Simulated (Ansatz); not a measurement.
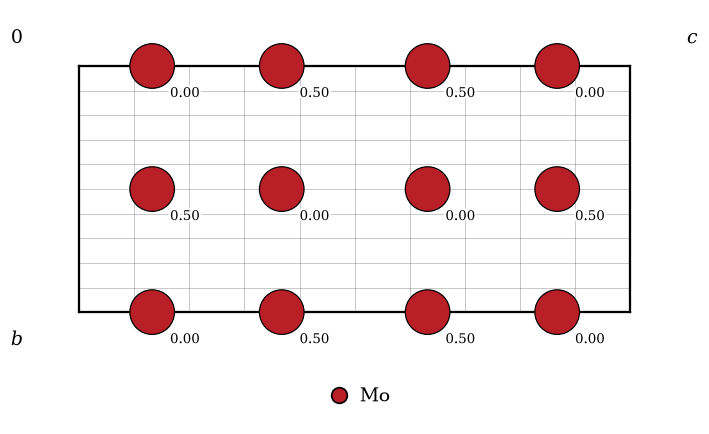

Plan of a unit cell projected along a (b down the page, c across); the numbers are heights as fractions of a, and atoms on the cell's edges are repeated. The grid marks tenths of b and c. Source: the geometry relaxed with DFT r2SCAN, scalar-relativistic, plane waves, PAW (Ansatz 0.2.0); the starting structure was generated, so it need not be a known form of this composition. The drawing is computed from the coordinates (standard cell, symmetry found to 0.002 Å).

a = 3.056 Å, b = 4.362 Å, c = 9.763 Å, α = 90.00°, β = 90.00°, γ = 90.00°.

Question: What does the cell contain?

Answer: 8 Mo: Mo, Z = 8.

Question: Which space group?

Answer: No. 69, Fmmm, face-centred orthorhombic.

Question: Give the independent sites, coordinates to two places.

Answer:
```tsv
atom	site	symmetry	x	y	z
Mo	8i	mm2	0.50	0.00	0.37
```
